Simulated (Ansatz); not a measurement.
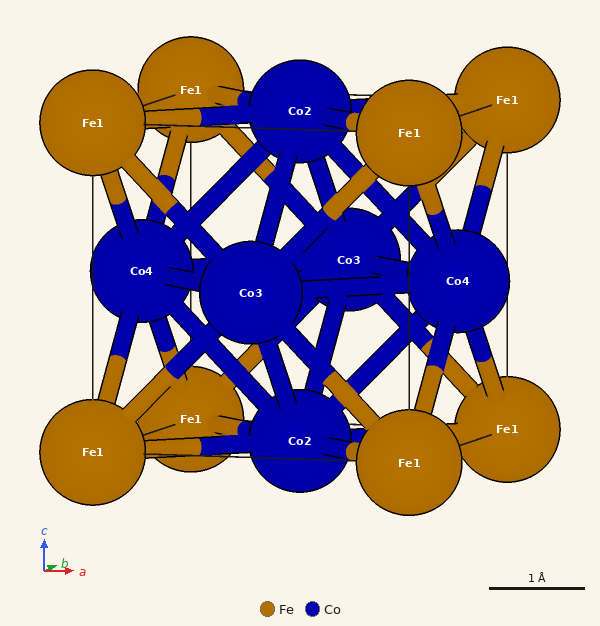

The starting point is crystalline FeCo₃ (set up in Pm-3m). A ball-and-stick model of the cell of the calculation, seen slightly off an axis.

The calculation used Ansatz 0.2.0, DFT PBEsol, scalar-relativistic, plane waves, PAW. Settings: plane-wave cutoff 420 eV; k-point mesh 12 × 12 × 12; occupations gaussian; smearing width 0.1 eV; collinear spin.

Now this is done to it. All lengths are scaled by −4.2 % (volume −12.0 %), the atoms keeping their fractional coordinates. No relaxation follows.

What is the effect?

Answer. Some distances before and after: Co–Fe 2.466 → 2.363 Å, Co–Co 2.466 → 2.363 Å. The space group stays Pm-3m (No. 221). The energy rises by 120 meV per atom. Pressure: 0.0 GPa before, 25.8 GPa after. All forces vanish by symmetry. The absolute magnetisation per cell goes from 7.64 to 3.54 μB (net moment 7.18 and 3.32 μB). It is metallic before and after.

Drawn alike, the variant:

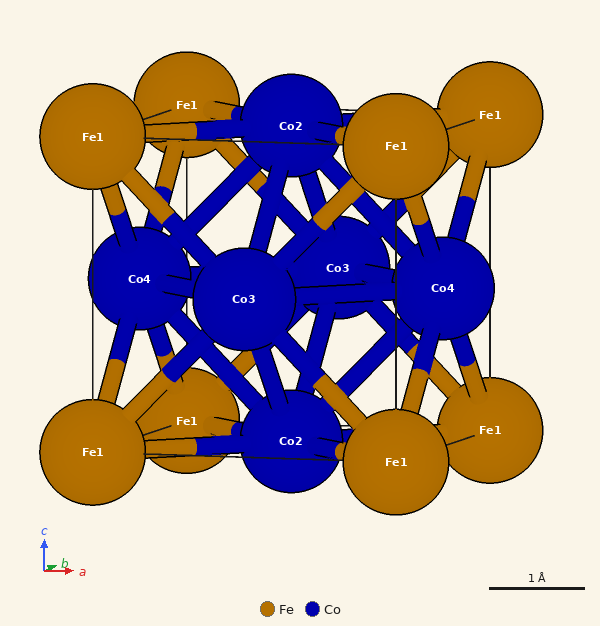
